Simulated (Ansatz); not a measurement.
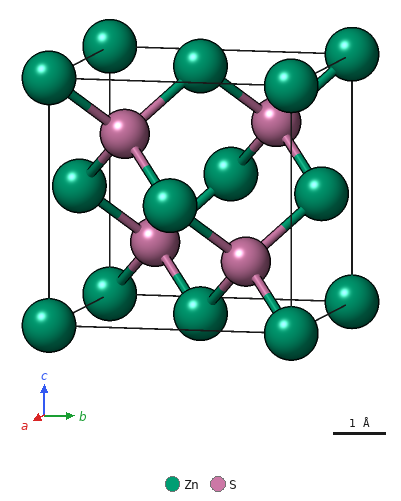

Phonons of solid ZnS relaxed at 40 GPa, space group F-43m (No. 216), at the zone centre. Style: ball-and-stick. Shown: the conventional cell (4 times the calculation's cell), slightly off an axis. Lengths and directions refer to the drawn axes.

Level of theory: Ansatz, DFT PBEsol, scalar-relativistic, plane waves, PAW.

Input file:
```yaml
crystal:
  lattice:
    - [0.0, 2.4435221264, 2.4435221264]
    - [2.4435221264, 0.0, 2.4435221264]
    - [2.4435221264, 2.4435221264, 0.0]
  atoms:
    - { symbol: Zn, position: [0.0, 0.0, 0.0] }
    - { symbol: S, position: [0.75, 0.75, 0.75] }
basis:
  ecutwfc: 420
kpoints:
  mp_grid: { grid: [10, 10, 10] }
hamiltonian:
  xc: pbesol
scf:
  occupations: { method: fixed }
output:
  eigenvalues: true
phonons:
  method: dfpt
  dielectric: true
  rigid_motions: translations
  eigenvectors: true
```

Command:
```bash
ansatz run input.yaml --threads 1 --pin off --max-ram 3072MiB --backend cpu --events-out ev --progress --plain --runs-dir out
```

Frequencies are those without the non-analytic (LO–TO) term.

Question: List the optical modes.

Answer: The calculation's cell holds 2 atoms, so there are 3 optical modes, in 1 level. The optical modes span T₂. No level is unstable.

```json
{"level": "1", "symmetry": "T₂", "frequency (cm⁻¹)": "432", "activity": "infrared- and Raman-active"}
```

The modes drawn as arrows (one member of each degenerate set):

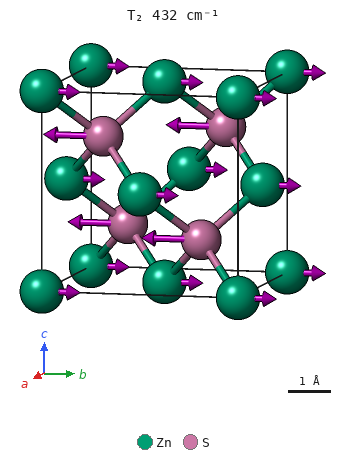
